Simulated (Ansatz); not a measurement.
In doubt: masses and optical values from hybrid runs of this build are listed as unsure (in some of the runs), which bears on the screening that GW takes from such a start.

Consider BAs (F-43m).

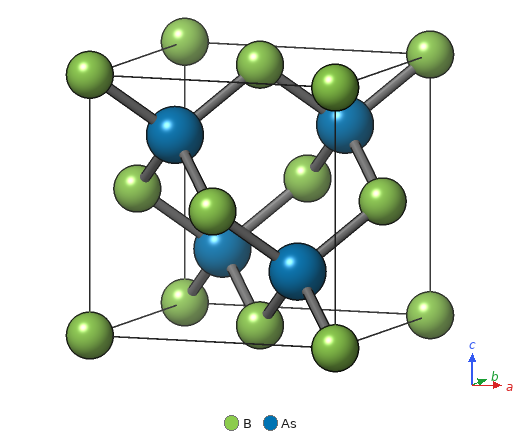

The structure (boron green, arsenic blue). Bonds to atoms that aren't drawn are left out. Some periodic images of atoms are drawn too.

Symmetry: F-43m, No. 216, cubic system. Conventional cell: a = 4.777 Å, b = 4.777 Å, c = 4.777 Å, α = 90.00°, β = 90.00°, γ = 90.00°. Nearest to B lie 4 As at 2.07 Å. Nearest to As lie 4 B at 2.07 Å. Farther neighbours are not listed.

```cif
data_structure
_symmetry_space_group_name_H-M 'P 1'
_symmetry_Int_Tables_number 1
_cell_length_a 3.3778
_cell_length_b 3.3778
_cell_length_c 3.3778
_cell_angle_alpha 60.000
_cell_angle_beta 60.000
_cell_angle_gamma 60.000
_cell_volume 27.25
loop_
_atom_site_label
_atom_site_type_symbol
_atom_site_fract_x
_atom_site_fract_y
_atom_site_fract_z
_atom_site_occupancy
B1 B 0.00000 0.00000 0.00000 1
As2 As 0.25000 0.25000 0.25000 1
```

The cell and positions come from the Crystallography Open Database and are kept as given unless a step says otherwise. PAW set soft_2, made with PBE.

Gaps computed with Ansatz 0.2.0 without a self-energy: HSE06 1.83 eV, r2SCAN 1.37 eV and PBE0 2.51 eV.

Question: What gap should G0W0 on HSE06 give (6×6×6 mesh, 81 empty bands, screening to 120 eV, default PAW files)?

About 2.03 eV: on its mesh the run moves the gap from 1.94 eV by +0.20 eV, and the mesh misses the edges by 0.11 eV. Among the scalar-relativistic levels given, HSE06 is nearest (−0.20 eV). Bands and cutoff are finite, so the gap is not at the basis limit. The miss can reach some tenths of an eV and take either sign; the mesh is an error of its own. The many-body steps are scalar-relativistic: spin-orbit coupling is not in them.

[Paths, hosts, dates, memory and timing lines, banners, echoed tables and standing remarks are left out of the program output.]

[Logs are printed without paths, hosts, clocks, repeated set-up lines and the standing remarks that a program may print on its own settings, such as how far it seeks lower states.]

[Runs of the session that timed out or met a known fault of the program may be left out.]

[Cells called generated may have been cut or substituted from an entry of the Crystallography Open Database or the Materials Project.]

[Hosts, paths, dates, database ids (printed as entryN), source tags and the programs' standing remarks are cut or masked in the printed files.]
